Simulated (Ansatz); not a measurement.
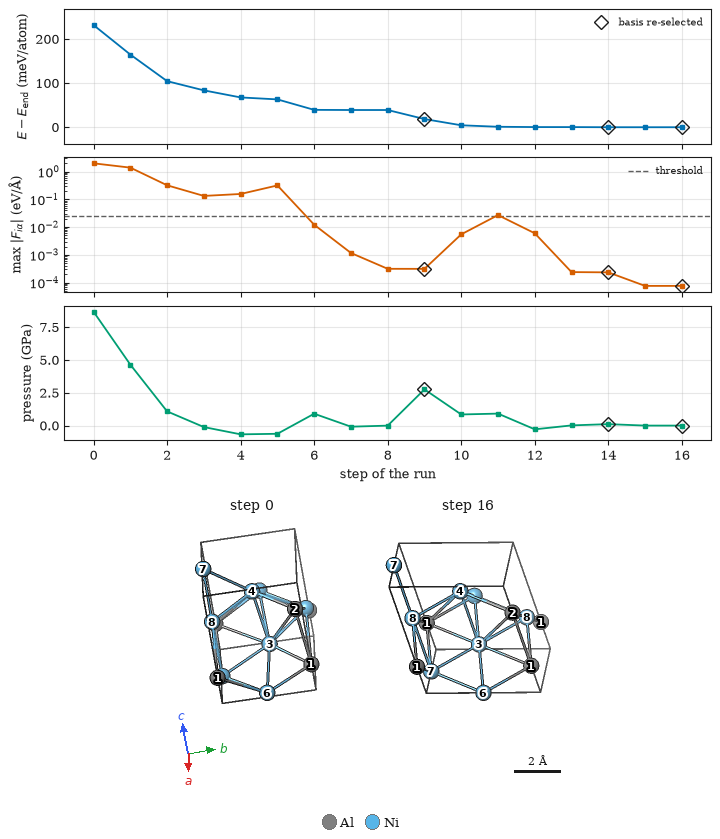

First and last geometry of a relaxation of a crystal of AlNi3 (a generated structure, set up in P1) (coarse preliminary run), with the history of the run. Style: ball-and-stick. Shown: the cell of the calculation, from a free direction.

Method: Ansatz, DFT PBE, scalar-relativistic, plane waves, PAW. Settings: plane-wave cutoff 420 eV; k-point mesh 6 × 6 × 4; occupations gaussian; smearing width 0.2 eV; no spin polarisation; cell and atoms relaxed; force threshold 0.025 eV/Å; at most 60 steps.

**Read the history and describe the run.**

It converged. After 13 accepted moves (16 points after the start) the energy has fallen by 232 meV per atom. The largest force component goes from 2 to under 0.0001 eV/Å. The pressure goes from 8.68 to 0.00 GPa. The SCF was repeated 3 times at an unchanged geometry on a basis and grid sized afresh for the cell, which shifted the energy by 20.5 meV per atom at most. An Al atom moves most relative to the cell: 0.34 Å along [1 2 0]. By element the largest moves are Al 0.34 Å, Ni 0.32 Å. The volume changes by +0.8 %, with a 4.612 → 4.184 Å (−9.3 %), b 4.740 → 5.809 Å (+22.6 %), c 5.040 → 5.380 Å (+6.7 %), α 101.1° → 117.6°, β 100.7° → 90.0°, γ 117.9° → 123.0°. Near-neighbour distances that change, for instance: Ni–Ni 2.772 → 3.724 Å, Al–Ni 2.775 → 3.724 Å, Al–Ni 2.832 → 3.724 Å, Ni–Ni 2.907 → 3.724 Å. The space group (tolerance 0.01 Å) goes from P1 (No. 1) to Cmmm (No. 65).

```csv
step,"E − E(0), meV/atom","largest force component, eV/Å","pressure, GPa","volume, Å³/atom",note
0,0.00,2.0018,8.68,11.322,
1,-66.90,1.3991,4.65,11.396,
2,-127.18,0.3228,1.09,11.459,
3,-148.08,0.1335,-0.11,11.509,
4,-164.12,0.1571,-0.66,11.505,
5,-168.57,0.3192,-0.62,11.428,
6,-192.33,0.0122,0.91,11.204,
7,-192.65,0.0012,-0.08,11.269,
8,-192.68,0.0003,0.00,11.265,
9,-213.18,0.0003,2.76,11.265,"same geometry, new basis"
10,-227.28,0.0055,0.85,11.365,
11,-230.68,0.0272,0.92,11.352,
12,-231.36,0.0060,-0.28,11.428,
13,-231.41,0.0002,0.02,11.408,
14,-231.72,0.0002,0.12,11.408,"same geometry, new basis"
15,-231.74,0.0001,0.00,11.415,
16,-231.74,0.0001,0.00,11.415,"same geometry, new basis"
```

Limits of the set-up: an element that often carries a moment was run without spin polarisation.
